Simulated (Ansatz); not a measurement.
**SnO: density, localisation and related maps**

```
Sn O
1.0
     3.29816    0.00000    0.00000
    -1.64908    2.85629    0.00000
     0.00000    0.00000    9.21637
Sn O
2 2
Direct
  0.33333 0.66667 0.99336
  0.66667 0.33333 0.49336
  0.33333 0.66667 0.38164
  0.66667 0.33333 0.88164
```

Space group P6₃mc; started from the wurtzite prototype, which need not be the ambient phase; computed pressure about −2 GPa in this cell.

Level of theory: Ansatz, DFT, LDA, plane waves, PAW.

In a PAW calculation such maps are meaningful between the atoms, not at the nuclei.

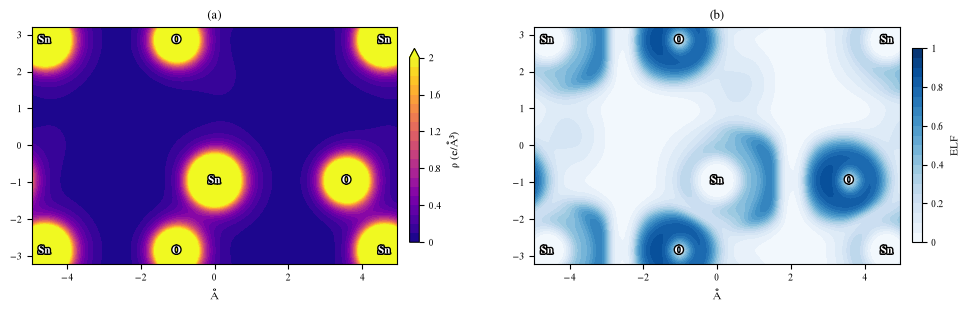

Figure 1. (a) valence charge density (pseudo); (b) ELF on the (110) plane of the conventional cell.

What do the fields say about this system?

Answer.
- The section cuts through Sn and O sites.
- Sn–O (2.16 Å): ρ at the midpoint is about 0.55 e/Å³; the ELF peaks at about 0.80 in the valence shell of O, 0.6 Å from its nucleus, and is about 0.25 at the midpoint: no localised pair shows between them.
- Between the atoms the lowest density in this plane is 0.008 e/Å³.
- The ELF also peaks beside O, away from the bonds: lone-pair regions.

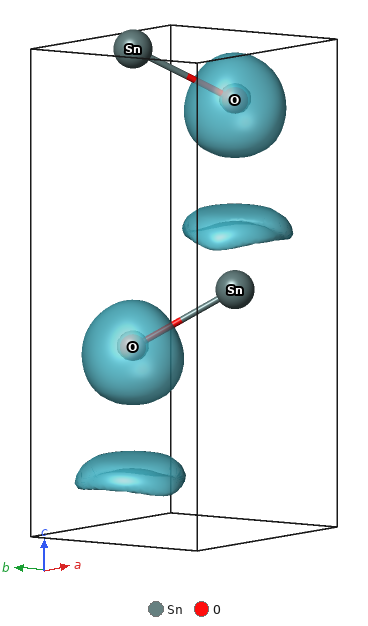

Figure 2. Isosurface of the ELF at 0.6 (cyan), seen at an oblique angle. Only the valence region is drawn (cores and ρ < 0.01 e/Å³ removed). Sticks mark near contacts.

What do the ELF domains correspond to?

Answer. The surface consists of two lobes on Sn, pointing away from the bonds (lone pairs) and two regions wrapped around O (the valence shell of each), counted in one cell of 4 atoms. Regions shared between cells count once.

Does the calculation make it a metal, or give it a gap?

Answer. It is gapped, with a Kohn–Sham gap of 1.3 eV on the k-point mesh, an upper bound to the gap of this method.
